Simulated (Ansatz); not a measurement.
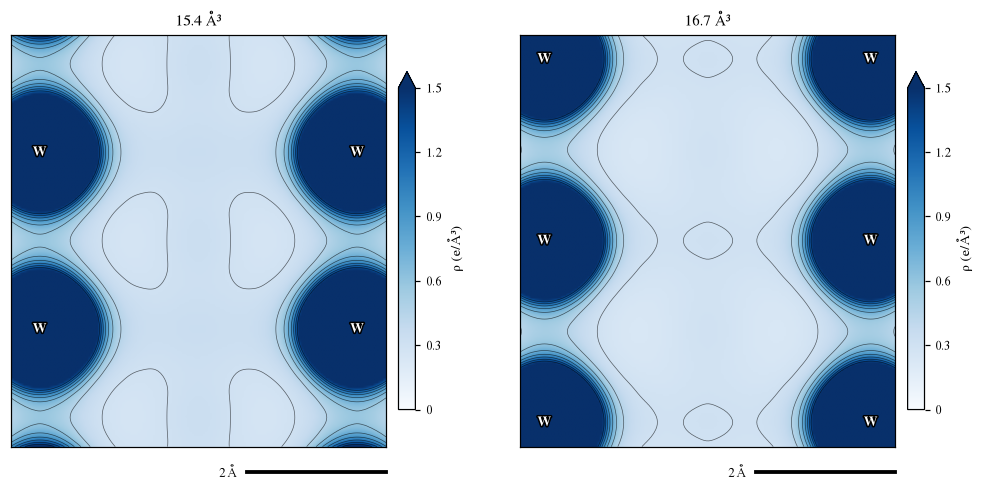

W. The valence electron density of cells scaled evenly to different volumes (given per atom above each panel), on the (100) plane of each (indices in the axes of the cell below), at one length scale and on one colour scale.

A generated structure, not necessarily the stable one.

All numbers below come from Ansatz, DFT, revPBE, plane waves (420 eV) with PAW, scalar-relativistic.

Core electrons are frozen (PAW), and the valence fields are smoothed inside the atomic spheres.

The largest cell:

```
CELL_PARAMETERS angstrom
4.70146 0.00000 0.00000
-2.35073 4.07159 0.00000
0.00000 0.00000 2.61792
ATOMIC_POSITIONS crystal
W 0.00000 0.00000 0.00000
W 0.33333 0.66667 0.50000
W 0.66667 0.33333 0.50000
```

| volume (Å³/atom) | W–W contact in the plane (Å) | ρ at its midpoint (e/Å³) | pressure (GPa) | 
| --- | --- | --- | --- |
| 15.37 | 2.546 | 0.581 | 26.7 | 
| 16.04 | 2.583 | ? | ? | 
| 16.70 | 2.618 | 0.524 | 0.1 | 

Q: Estimate the missing row, and compare with the calculation.

A: Over the known rows ln ρ falls by 1.43 per Å of W–W distance (the line through the two), which gives 0.551 e/Å³ at 2.583 Å; the calculation gives 0.552 e/Å³. For the pressure, a straight line in volume between the neighbouring rows gives 13.3 GPa; the calculation gives 12.1, lower because pressure rises ever faster on compression.
